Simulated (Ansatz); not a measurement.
The Ansatz input:

```
crystal:
  lattice:
    - [3.371377, 0.0, 0.0]
    - [-1.685688, 2.9197, 0.0]
    - [0.0, 0.0, 3.850036]
  atoms:
    - { symbol: O, position: [0.0, 0.0, 0.0] }
    - { symbol: Si, position: [0.3333, 0.6667, 0.5] }
    - { symbol: Si, position: [0.6666, 0.3333, 0.5] }
  symmetry: { tolerance: 0.0003 }
kpoints:
  mp_grid: { grid: [9, 9, 7], shift: [0, 0, 0] }
  band_path:
    path:
      - [0.0, 0.0, 0.0]
      - [0.49999988, 1.6e-07, 0.0]
      - [0.33333325, 0.33333357, 0.0]
      - [0.0, 0.0, 0.0]
      - [0.0, 0.0, 0.5]
      - [0.49999988, 1.6e-07, 0.5]
      - [0.33333325, 0.33333357, 0.5]
      - [0.0, 0.0, 0.5]
      - [0.49999988, 1.6e-07, 0.5]
      - [0.49999988, 1.6e-07, 0.0]
      - [0.33333325, 0.33333357, 0.5]
    npoints: 6
magnetization:
  spin_polarized: false
scf:
  occupations: { method: methfessel_paxton, width: 0.0159 }
  lower_state_search: "off"
  max_iter: 200
hamiltonian:
  pseudopotentials: { kind: paw }
  xc: pbe
basis:
  ecutwfc: 420
  fft_grid_basis: typed
output:
  forces: true
  stress: true
  eigenvalues: true
  bader: true
  populations: true
  elf: true
  write_potential: true
  volumetric_format: npy
  dos:
    e_range: [-12, 8]
    de: 0.05
    projected: { site_lists: { O: [O], Si: [Si] } }
checkpoint:
  read: saved_state
```

What will the band structure look like? The path is Γ–M–K–Γ–A–L–H–A–L–M–H.

A metal: bands cross the Fermi level along this path. The last band that the electron count would fill rises to 0.27 eV above the Fermi level at H, leaving holes there, and the next band dips to 0.79 eV below it between A and L, holding electrons: an overlap of 1.06 eV. At K the nearest levels lie 1.22 eV below and 1.68 eV above the Fermi level.

The structure was built from a prototype or by substitution, so it need not be a known phase. The cell is at 60 GPa in this functional.

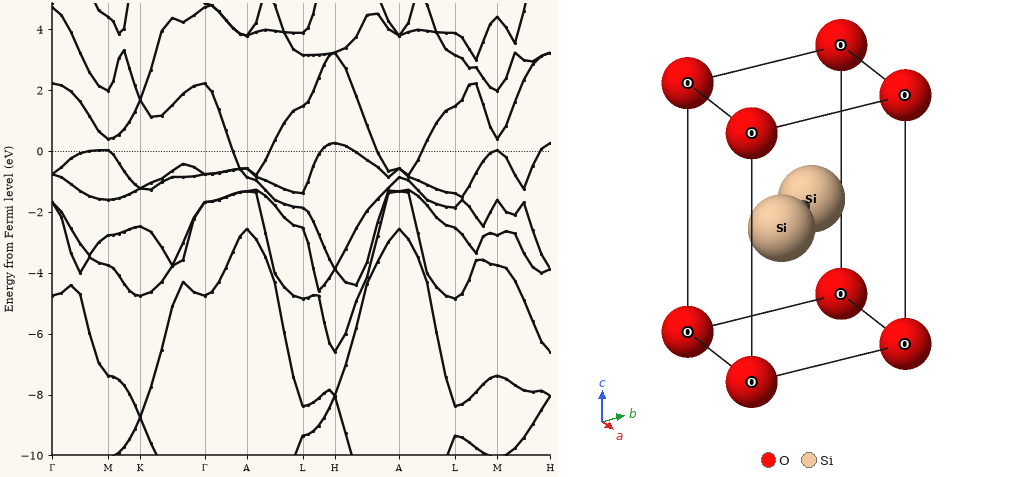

Band structure, beside the structure. Energies are counted from the Fermi level. The path runs straight from each named point to the next. The path has few k points, so lines between them are rough.
